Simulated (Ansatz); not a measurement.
**ZrS$_{2}$: single-point calculation**

ZrS$_{2}$ (P-3m1, 3 atoms in the cell), computed with DFT PBE, scalar-relativistic, plane waves, PAW, no spin polarisation (Ansatz 0.2.0).

The structure derives from a Materials Project entry. It belongs to a series of runs on one base structure; here: band edges sought over the zone. Figures and captions count atoms from 1; the log counts them from 0 in places.

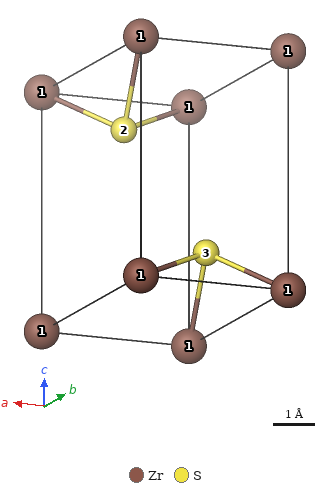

Fig. 1: The input geometry (ball-and-stick view of the cell of the calculation, seen at an oblique angle; atoms are numbered from 1 in the order of the input). An atom can appear more than once, as a periodic image.

**Key numbers**

- outcome: converged
- space group (tolerance 0.01 Å): P-3m1 (164)
- electrons treated: 24
- free energy: −5992.6537 eV
- Fermi energy: 5.579 eV
- gap on the k-point mesh: 1.14 eV
- gap on the band path: 1.14 eV
- pressure: 0.00 GPa
- largest force (length of the vector): 0.001 eV/Å
- hardware: 4 threads of Intel Xeon @ 2.50GHz (Skylake/Cascade Lake), 189 GiB of memory available, shared host
- wall time: 6.6 s (CPU time 21 s)
- peak memory: 0.44 GiB

**The input**
```yaml
crystal:
  lattice:
    - [3.6852084633, 0.0, 0.0]
    - [-1.8426042316, 3.1914841474, 0.0]
    - [0.0, 0.0, 6.757906724]
  atoms:
    - { symbol: Zr, position: [0.0, 0.0, 0.0] }
    - { symbol: S, position: [0.6666666667, 0.3333333333, 0.785683562] }
    - { symbol: S, position: [0.3333333333, 0.6666666667, 0.214316438] }
basis:
  ecutwfc: 420
  xc_grid: 2
kpoints:
  mp_grid: { grid: [12, 12, 4] }
  band_path: { path: [VBM, CBM], npoints: 2 }
hamiltonian:
  xc: pbe
scf:
  occupations: { method: gaussian, width: 0.01 }
output:
  forces: true
  stress: true
  eigenvalues: true
```

Command:
```bash
ansatz run input.yaml --threads 4 --pin off --max-ram 10240MiB --backend cpu --events-out ev --progress --plain --runs-dir out
```

**Log**
```
Engine: ansatz 0.2.0, x86_64-unknown-linux-gnu
Pseudopotentials: kind: paw
Pseudopotential: Zr, paw, valence charge 12, recommended cutoff 420 eV (normal), Zr.paw.azcp
Pseudopotential: S, paw, valence charge 6, recommended cutoff 420 eV (normal), S.paw.azcp
Functional definition: PBE
  parameter kappa = 0.804
  parameter beta = 0.06672455060314922
  exchange = pbe_x(kappa = kappa, mu = beta*pi^2/3)
  correlation = pbe_c(beta = beta)
Crystal: 3 atoms, lattice volume = 79.482 Å³
Basis set: ecut = 420 eV, 1547 PW (Γ), exchange–correlation on 50×50×96 points (8 copies of the dense FFT grid, shifted against one another)
Bands: 16, of which v1, the nominal top of the filled ones, is band 12 counted from 1 (11 counted from 0)
Symmetry: 12 space group operations
Space group: P-3m1 (ITA 164), of the structure as read, at distance tolerance 4.3e-5 Å
k-points: 69 of 576
Non-local potential: Zr, projectors of the file, l = 0: 3, l = 1: 2, l = 2: 2, l = 3: 2
Non-local potential: S, projectors of the file, l = 0: 2, l = 1: 2, l = 2: 2
PAW form: soft (Blöchl's): semilocal exchange-correlation on the pseudo side does not see the compensation charge
PAW one-centre angular grid: Zr, 590 points (default); XC on 64 Gauss nodes
PAW one-centre angular grid: S, 110 points (default); XC on 64 Gauss nodes
Initial density: superposition of atomic densities (neutral atoms: chi_scale 0, normalization atom), corrected by the library's trained network
Initial wavefunctions: pseudopotential atomic-orbital guess
Functional: x = pbe(κ = 0.804, μ = 0.2195149727645171), c = pbe(β = 0.06672455060314922)
SCF iter   1: F=—  HF=-5992.654065 eV  |F-HF|=—  |Δ(HF+E_count)|=         —  Δρ=1.24e-3  dr2=1.11e-3  ethr=1.77e-3  ⟨swp⟩=6.1  Hψ=6412  notcnv=0
preconditioner: auto → Resta (q_TF=auto, 2.235 Å⁻¹)  ε∞=5.7  [insulator: Δε(μ)=1.132 eV  Ē_g=7.694 eV  σ=0.010 eV  W_gap=1.00  n_scr=22 (ndim 8)  ℏωp=16.7 eV  f_vac=0.148  D(μ)=0.00/eV (n_scr^D=0)  ε∞_Penn≈5.7]
SCF iter   2: F=—  HF=-5992.653468 eV  |F-HF|=—  |Δ(HF+E_count)|=   5.97e-4  Δρ=6.90e-4  dr2=2.64e-4  ethr=4.60e-6  ⟨swp⟩=2.1  Hψ=2764  notcnv=0
SCF iter   3: F=—  HF=-5992.653690 eV  |F-HF|=—  |Δ(HF+E_count)|=   2.22e-4  Δρ=1.88e-4  dr2=9.91e-5  ethr=1.10e-6  ⟨swp⟩=2.0  Hψ=1778  notcnv=0
SCF iter   4: F=—  HF=-5992.653673 eV  |F-HF|=—  |Δ(HF+E_count)|=   1.68e-5  Δρ=5.94e-5  dr2=1.01e-5  ethr=4.13e-7  ⟨swp⟩=2.3  Hψ=1395  notcnv=0
SCF iter   5: F=—  HF=-5992.653681 eV  |F-HF|=—  |Δ(HF+E_count)|=   7.35e-6  Δρ=2.66e-5  dr2=8.93e-7  ethr=4.22e-8  ⟨swp⟩=2.0  Hψ=1524  notcnv=0
SCF iter   6: F=-5992.653682 eV  HF=-5992.653682 eV  |F-HF|=2.01e-8  |Δ(HF+E_count)|=   1.30e-6  Δρ=8.05e-6  dr2=9.54e-8  ethr=4.17e-10  ⟨swp⟩=3.9  Hψ=4652  notcnv=0
SCF 1 converged in 6 iterations: F = -5992.653682 eV  dr2 = 9.54e-8
  greatest PAW one-centre occupation: 0.995 electrons in one spin orbital (limit 2), on the Zr atom at site 0 (counted from 0), in its partial waves of l = 0
NSCF: frozen V_eff on 34 k-points
NSCF: frozen V_eff on 34 k-points
NSCF: frozen V_eff on 34 k-points
NSCF: frozen V_eff on 34 k-points
NSCF: frozen V_eff on 17 k-points
NSCF: frozen V_eff on 29 k-points
NSCF: frozen V_eff on 11 k-points
NSCF: frozen V_eff on 11 k-points
NSCF: frozen V_eff on 11 k-points
NSCF: frozen V_eff on 7 k-points
NSCF: frozen V_eff on 3 k-points
SCF converged after 6 iterations
Free energy (F): -5992.653682 eV
Harris-Foulkes:  -5992.653682 eV  (|F-HF|=2.01e-8)
Internal energy: -5992.653682 eV  (E = F + TS)
E sigma→0 (E₀):  -5992.653682 eV
Fermi energy:    5.578953 eV
--- Per-component energies (eV) ---
  E_band       = -210.455681
  E_kinetic    = 545.625068
  E_local      = -1709.952392  (includes V_loc(G=0)·N_el)
  E_nonlocal   = 134.502282
  E_hartree    = 637.444290
  E_xc         = -356.451400
  E_vxc        = -366.369204  (∫ρ·V_xc dr)
  E_paw        = -4153.775629  (= ΣΔE_a)
  E_vpaw       = -89.142321  (= ΣTr[D̂ρ^β])
  E_aug_tail   = 0.000027  (compensation charges beyond the density's cutoff)
  E_ewald      = -1090.045929
  E_smearing   = -0.000000  (= −TS)
  E_closure    = -0.000000  (closes the sum)
  Σ components = -5992.653682   (vs F -5992.653682, Δ=0.00e0)
--- Forces (eV/Å), atoms counted from 1 ---
  atom   1  Zr     0.00000000     0.00000000     0.00000000
  atom   2  S     -0.00000000    -0.00000000    -0.00062159
  atom   3  S      0.00000000     0.00000000     0.00062159
  max |Σ_I F_I| component: 3.27e-31 eV/Å
--- Stress (GPa, compression-positive) ---
        0.000707       0.000000       0.000000
        0.000000       0.000707      -0.000000
        0.000000      -0.000000       0.008211
  P = ⅓ Tr σ = 0.0032 GPa (0.032 kbar)
--- Band table (eV; the first three rows and the last of 69) ---
  k-point 0: bands = ["-43.8802", "-21.9338", "-21.7880", "-21.7880", "-7.3665", "-6.1611", "1.1714", "2.4005", "2.4005", "4.6135", "5.0113", "5.0113", "6.6981", "6.6981", "7.5143", "10.1901"]
  k-point 1: bands = ["-43.8802", "-21.9338", "-21.7880", "-21.7880", "-7.3434", "-6.1989", "1.3372", "2.4032", "2.4032", "4.2332", "5.0003", "5.0003", "6.6952", "6.6952", "7.6713", "10.2296"]
  k-point 2: bands = ["-43.8802", "-21.9338", "-21.7880", "-21.7880", "-7.3188", "-6.2379", "1.5367", "2.4060", "2.4060", "3.8560", "4.9895", "4.9895", "6.6923", "6.6923", "7.7839", "10.2698"]
  k-point 68: bands = ["-43.8603", "-21.9583", "-21.9583", "-21.8724", "-6.2035", "-6.2035", "1.8174", "1.8174", "2.0033", "3.2841", "3.2841", "3.4237", "7.4072", "8.1032", "8.1032", "10.4484"]
```

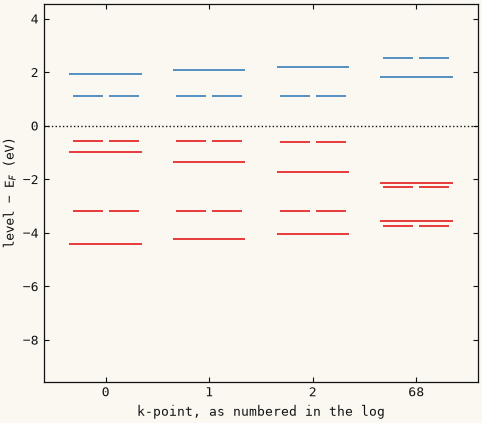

Fig. 2: Kohn–Sham levels near the Fermi level (dotted) at the few k-points that the log prints; levels within 0.02 eV of each other stand side by side. Among these points the highest filled and lowest empty levels are 1.68 eV apart; the gap on the full mesh, 1.14 eV, has an edge at a point that isn't printed.
